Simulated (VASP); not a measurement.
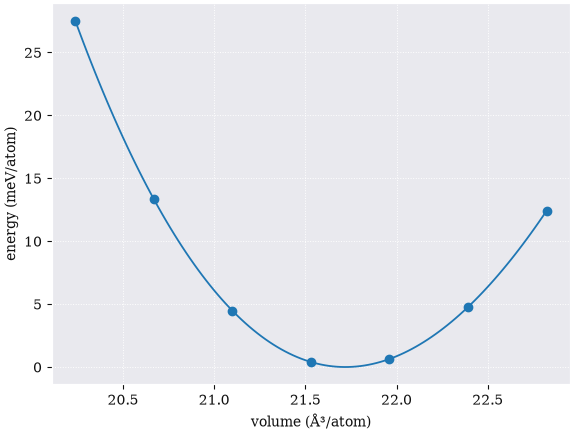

The picture above shows the energy against volume.

How it was computed, with VASP 6.6.1: plane-wave DFT, no spin polarisation; energies at scaled volumes of the given cell, shape and fractions fixed, counted from the fit's minimum, third-order Birch-Murnaghan fit. Level: PBEsol.

Question: For which of these solids was it computed?
A. MgS, P6_3mc (No. 186)
B. CuAu, P4/mmm (No. 123)
C. As, R-3m (No. 166)

Answer: C, As: energy from 0.40 meV/atom to 27.52 meV/atom, V0 21.72 Å³/atom, B0 77.3 GPa. The others give: CuAu, energy from 0.07 meV/atom to 46.37 meV/atom, V0 14.22 Å³/atom, B0 173 GPa; MgS, energy from 0.17 meV/atom to 16.47 meV/atom, V0 22.52 Å³/atom, B0 58.4 GPa.

For As, limits of the calculation: shape and atomic fractions are frozen while scaling, which makes layered, chain and framework solids too stiff.

For CuAu, limits of the calculation: spin-orbit coupling left out, heavy elements; shape and atomic fractions are frozen while scaling, which makes layered, chain and framework solids too stiff.

For MgS, limits of the calculation: shape and atomic fractions are frozen while scaling, which makes layered, chain and framework solids too stiff.
